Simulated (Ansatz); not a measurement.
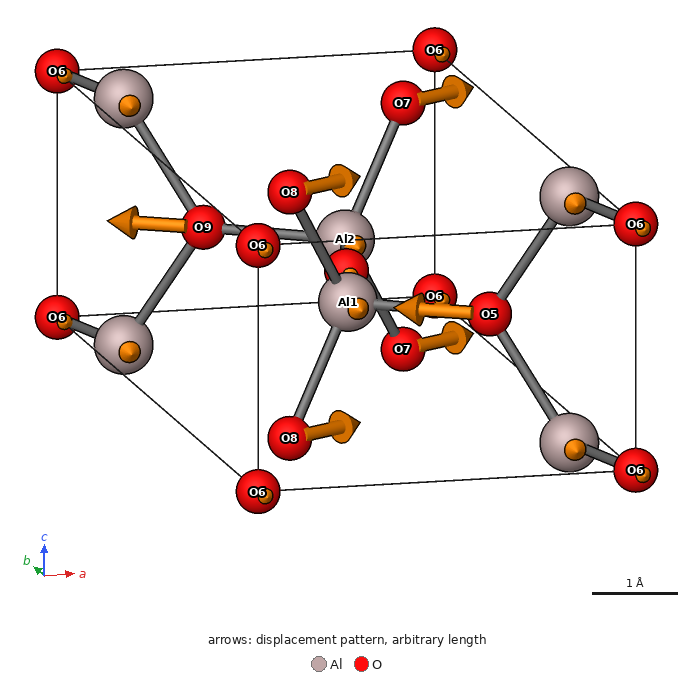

One vibrational mode of solid Al$_{2}$O$_{3}$ at the zone centre. The orange arrows are the displacements of the atoms (eigenvector over the root of the mass), of arbitrary overall length and sign. A ball-and-stick model of the cell of the calculation, seen slightly off an axis.

All numbers below come from DFT LDA, scalar-relativistic, plane waves, PAW (Ansatz 0.2.0). (plane-wave cutoff 420 eV; k-point mesh 6 × 4 × 8; occupations gaussian; smearing width 0.05 eV; no spin polarisation)

Frequencies are those without the non-analytic (LO–TO) term.

Q: What mode is this, and where does it lie in the spectrum?

A: This is the B₂u mode at 95.4 meV, optical level 21 of 24, counted from below, infrared-active by symmetry. It stretches the Al–O bonds (1.79 Å); the kinetic energy is shared as O 89 %, Al 11 %.
